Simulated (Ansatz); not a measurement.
## Electronic structure of W₁₆Se₃₁ (cell with a defect) in real space

Input file:

```
crystal:
  lattice:
    - [8.1975282561, 2.8397070873, 7.0056216897]
    - [1.6395056513, -8.5191212617, -7.0056216897]
    - [-1.6395056513, 8.5191212617, -7.0056216897]
  atoms:
    - { symbol: W, position: [0.0, 0.5, 0.5] }
    - { symbol: W, position: [0.875, 0.25, 0.625] }
    - { symbol: W, position: [0.875, 0.75, 0.125] }
    - { symbol: W, position: [0.375, 0.25, 0.125] }
    - { symbol: W, position: [0.25, 0.5, 0.75] }
    - { symbol: W, position: [0.25, 0.0, 0.25] }
    - { symbol: W, position: [0.125, 0.25, 0.875] }
    - { symbol: W, position: [0.125, 0.75, 0.375] }
    - { symbol: W, position: [0.0, 0.0, 0.0] }
    - { symbol: W, position: [0.75, 0.5, 0.25] }
    - { symbol: W, position: [0.625, 0.25, 0.375] }
    - { symbol: W, position: [0.5, 0.5, 0.0] }
    - { symbol: W, position: [0.5, 0.0, 0.5] }
    - { symbol: W, position: [0.375, 0.75, 0.625] }
    - { symbol: W, position: [0.75, 0.0, 0.75] }
    - { symbol: W, position: [0.625, 0.75, 0.875] }
    - { symbol: Se, position: [0.0416666667, 0.2963880872, 0.5047214205] }
    - { symbol: Se, position: [0.0416666667, 0.7963880872, 0.0047214205] }
    - { symbol: Se, position: [0.5416666667, 0.2963880872, 0.0047214205] }
    - { symbol: Se, position: [0.4166666667, 0.5463880872, 0.6297214205] }
    - { symbol: Se, position: [0.4166666667, 0.0463880872, 0.1297214205] }
    - { symbol: Se, position: [0.2916666667, 0.2963880872, 0.7547214205] }
    - { symbol: Se, position: [0.2916666667, 0.7963880872, 0.2547214205] }
    - { symbol: Se, position: [0.1666666667, 0.0463880872, 0.8797214205] }
    - { symbol: Se, position: [0.9166666667, 0.5463880872, 0.1297214205] }
    - { symbol: Se, position: [0.7916666667, 0.2963880872, 0.2547214205] }
    - { symbol: Se, position: [0.6666666667, 0.5463880872, 0.8797214205] }
    - { symbol: Se, position: [0.6666666667, 0.0463880872, 0.3797214205] }
    - { symbol: Se, position: [0.5416666667, 0.7963880872, 0.5047214205] }
    - { symbol: Se, position: [0.9166666667, 0.0463880872, 0.6297214205] }
    - { symbol: Se, position: [0.7916666667, 0.7963880872, 0.7547214205] }
    - { symbol: Se, position: [0.1666666667, 0.2869452462, 0.1202785795] }
    - { symbol: Se, position: [0.0416666667, 0.0369452462, 0.2452785795] }
    - { symbol: Se, position: [0.0416666667, 0.5369452462, 0.7452785795] }
    - { symbol: Se, position: [0.5416666667, 0.0369452462, 0.7452785795] }
    - { symbol: Se, position: [0.4166666667, 0.2869452462, 0.3702785795] }
    - { symbol: Se, position: [0.4166666667, 0.7869452462, 0.8702785795] }
    - { symbol: Se, position: [0.2916666667, 0.0369452462, 0.4952785795] }
    - { symbol: Se, position: [0.2916666667, 0.5369452462, 0.9952785795] }
    - { symbol: Se, position: [0.1666666667, 0.7869452462, 0.6202785795] }
    - { symbol: Se, position: [0.9166666667, 0.2869452462, 0.8702785795] }
    - { symbol: Se, position: [0.7916666667, 0.0369452462, 0.9952785795] }
    - { symbol: Se, position: [0.6666666667, 0.2869452462, 0.6202785795] }
    - { symbol: Se, position: [0.6666666667, 0.7869452462, 0.1202785795] }
    - { symbol: Se, position: [0.5416666667, 0.5369452462, 0.2452785795] }
    - { symbol: Se, position: [0.9166666667, 0.7869452462, 0.3702785795] }
    - { symbol: Se, position: [0.7916666667, 0.5369452462, 0.4952785795] }
  host:
    lattice:
      - [3.2790113025, 0.0, 0.0]
      - [-1.6395056513, 2.8397070872, 0.0]
      - [0.0, 0.0, 7.0056216897]
    atoms:
      - { symbol: W, position: [0.0, 0.0, 0.0] }
      - { symbol: Se, position: [0.3333333333, 0.6666666667, 0.240557159] }
      - { symbol: Se, position: [0.3333333333, 0.6666666667, 0.759442841] }
basis:
  ecutwfc: 420
  xc_grid: 2
kpoints:
  mp_grid: { grid: [2, 2, 2], shift: [0.5, 0.5, 0.5] }
hamiltonian:
  xc: pbe
  dispersion: d3bj
scf:
  occupations: { method: gaussian, width: 0.01 }
output:
  forces: true
  stress: false
  eigenvalues: true
  charged_corrections:
    defect_position: [0.16666667, 0.54638809, 0.37972142]
    epsilon: [[14.1909, 0.0, 0.0], [0.0, 14.1909, 0.0], [0.0, 0.0, 5.3021]]
  write_density: true
  write_potential: true
  elf: true
  volumetric_format: npy
relax:
  adjacent_minimum: "off"
  f_tol: 0.025
  max_steps: 45
```

Command:

```sh
ansatz run input.yaml --threads 4 --pin off --max-ram 10240MiB --backend cpu --events-out ev --progress --plain --runs-dir out
```

The fields are those of the run's last geometry, not of the input's.

All numbers below come from Ansatz 0.2.0, DFT PBE+D3(BJ), scalar-relativistic, plane waves, PAW.

Core electrons are frozen (PAW), and the valence fields are smoothed inside the atomic spheres.

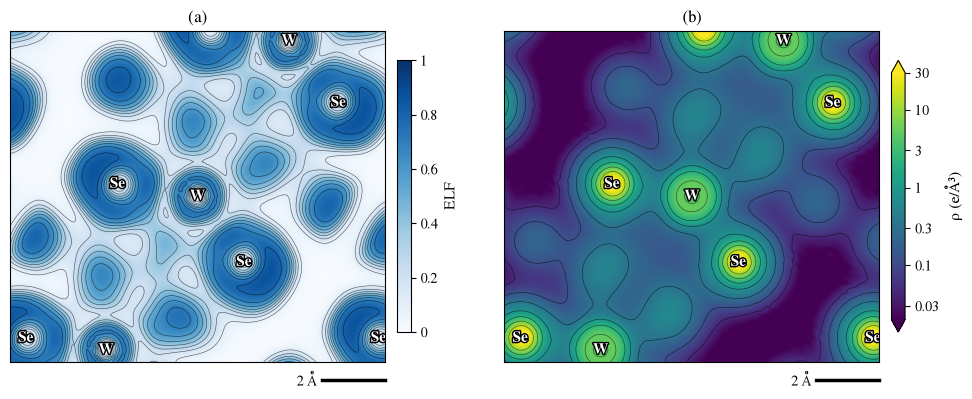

Figure 1. (a) electron localisation function; (b) valence electron density on the (001) plane of the calculation cell.

Question: Read the bonding off the picture.

Answer:
- The section cuts through W and Se sites.
- W–Se (2.53 Å): ρ at the midpoint is about 0.55 e/Å³; the ELF is about 0.55 at the midpoint.
- W–Se (2.57 Å): the density is about 0.53 e/Å³ at the midpoint; the ELF is about 0.55 at the midpoint.
- The density dies away to nearly zero in the voids.
- The features right at W lie inside the PAW spheres, where the map follows smoothed inner orbitals and isn't to be read closely.

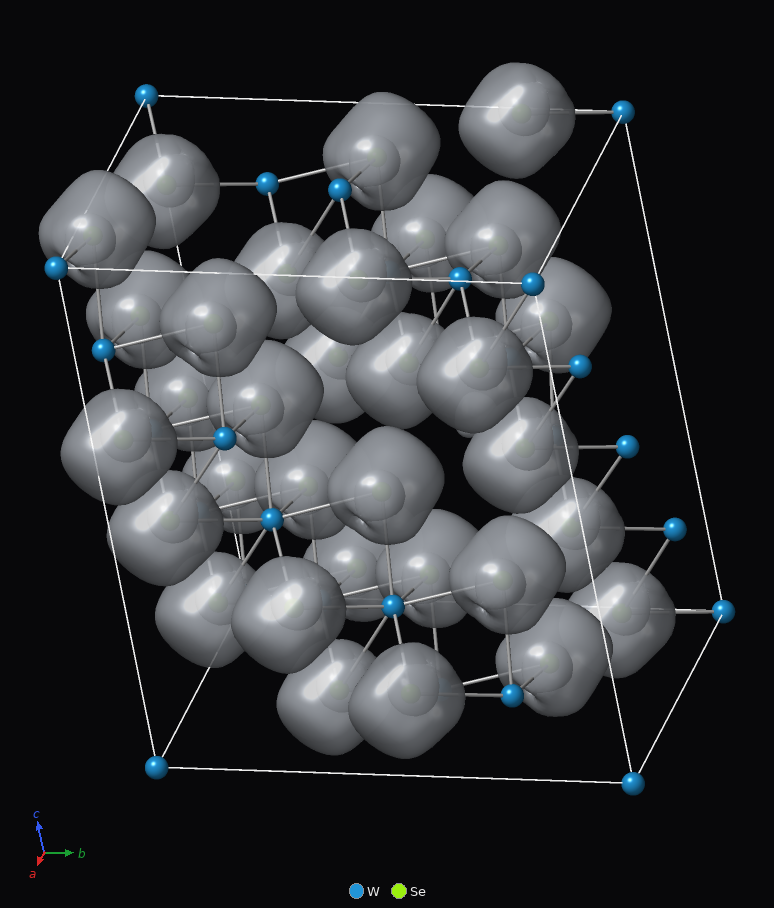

Figure 2. Isosurface of the ELF at 0.65 (grey), seen at an oblique angle. Core shells and regions of very low density are left out. Sticks mark near contacts.

Question: Identify the bonds, lone pairs and shells in this picture.

Answer: The surface consists of 31 regions wrapped around Se (the valence shell of each) and one pocket between the atoms, centred on no nucleus (multi-centre or interstitial), counted in one cell of 47 atoms. Any copies at cell faces, edges or corners count once. Along the contacts the grid gives the following. W–Se (2.51 Å): the ELF is about 0.50 at the midpoint. W–Se (2.55 Å): the ELF is about 0.55 at the midpoint.

Question: Does the calculation make it a metal, or give it a gap?

Answer: It is gapped, with a Kohn–Sham gap of 1.1 eV on the k-point mesh, an upper bound to the gap of this method.
